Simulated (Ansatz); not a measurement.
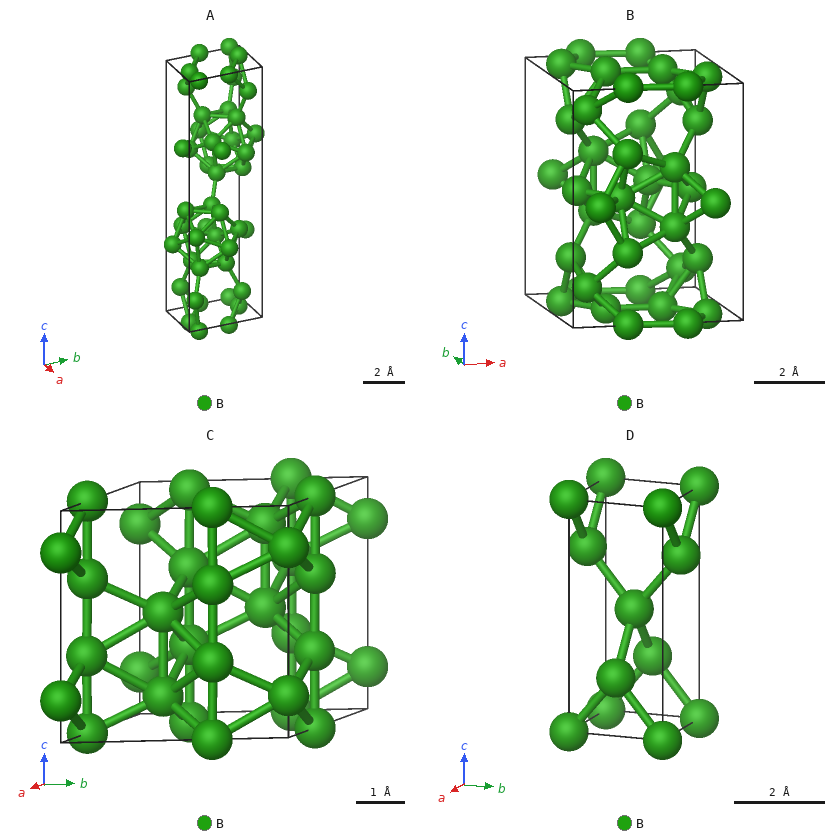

Four structures of B, each relaxed to rest (conventional cells in solid outline, small ones repeated, each panel with its own scale). Method: DFT PBE, scalar-relativistic, plane waves, PAW (Ansatz), without spin polarisation.

**Give the type and space group of each panel.**

A: 36 atoms a cell on a rhombohedral (trigonal R) lattice, R-3m; B: 28 atoms a cell on a primitive orthorhombic lattice, Pnnm; C: 15 atoms a cell on a rhombohedral (trigonal R) lattice, R32; D: 4 atoms a cell on a body-centred tetragonal lattice, I4_1/amd.

**Which of these is lowest in energy, and how far above it do the others lie?**

A, then B (+28 meV/atom), C (+180 meV/atom) and D (+359 meV/atom), energies at zero smearing.

**Collect the results in a table.**

| panel | structure | E − E(lowest) (meV/atom) | volume (Å³/atom) | gap (eV) |
| --- | --- | --- | --- | --- |
| A | R-3m | 0 | 7.2 | 1.46 |
| B | Pnnm | 28 | 7.0 | 1.54 |
| C | R32 | 180 | 6.9 | metal |
| D | I4_1/amd | 359 | 6.8 | metal |

Some of these may be structure types tried for this composition rather than known phases, and the most stable form need not be among them. Gaps are taken on the k-mesh or band path of each run.
